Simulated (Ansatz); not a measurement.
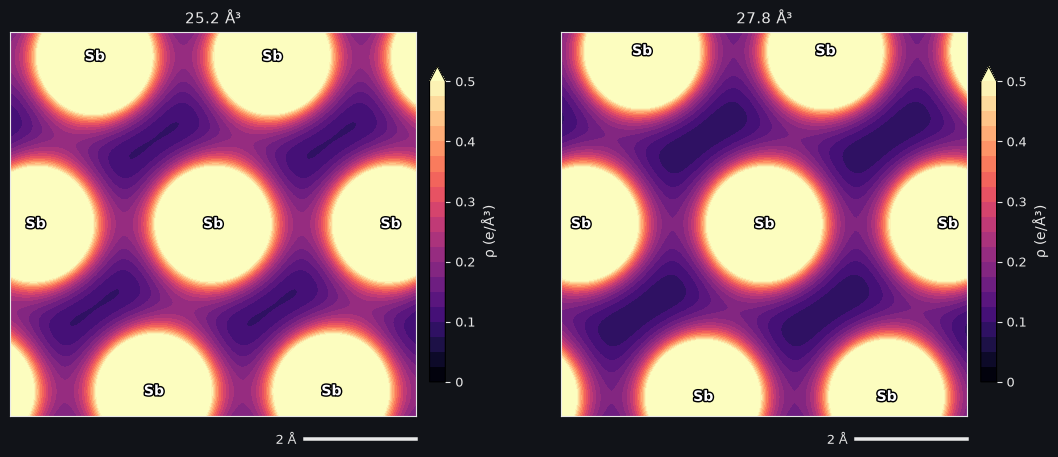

Sb. The valence electron density of cells scaled evenly to different volumes (given per atom above each panel), on the (011̄) plane of each (indices in the axes of the cell below), at one length scale and on one colour scale.

A structure from a database of computed crystals, not necessarily the ambient phase.

Level of theory: Kohn-Sham DFT of a periodic cell, LDA, Ansatz PAW in Ansatz 0.2.0.

Core electrons are frozen (PAW), and the valence fields are smoothed inside the atomic spheres.

The largest cell:

```yaml
crystal:
  lattice:
    - [-1.90804, 1.90804, 1.90804]
    - [1.90804, -1.90804, 1.90804]
    - [1.90804, 1.90804, -1.90804]
  atoms:
    - { symbol: Sb, position: [0.00000, 0.00000, 0.00000] }
```

| volume (Å³/atom) | Sb–Sb contact in the plane (Å) | ρ at its midpoint (e/Å³) | pressure (GPa) | 
| --- | --- | --- | --- |
| 25.16 | 3.197 | 0.208 | 1.7 | 
| 25.69 | 3.220 | ? | ? | 
| 27.79 | 3.305 | 0.177 | −4.6 | 

Q: What values belong in the row with question marks?

A: Over the known rows ln ρ falls by 1.49 per Å of Sb–Sb distance (the line through the two), which gives 0.201 e/Å³ at 3.220 Å; the calculation gives 0.201 e/Å³. For the pressure, a straight line in volume between the neighbouring rows gives 0.4 GPa; the calculation gives 0.1, lower because pressure rises ever faster on compression.
